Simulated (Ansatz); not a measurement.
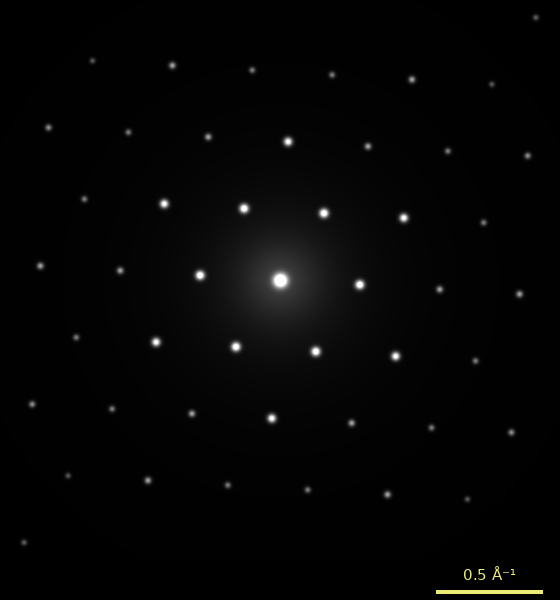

Kinematic zone-axis pattern, calculated for 200 keV electrons with B = 0.5 Å².

Phase: Li, space group P6_3/mmc (No. 194), a = 3.05 Å, c = 5.00 Å (hexagonal axes). Structure: the end point of a relaxation with Ansatz, DFT PBE, scalar-relativistic, plane waves, PAW; the starting structure was generated, so it need not be a known form of this composition.

Which low-index zone axis gives this pattern?

The spots form a hexagonal net with both shortest vectors at d = 2.64 Å, 60.0° apart. They index as 1 -1 0 and 1 0 0, so the zone axis is [001].
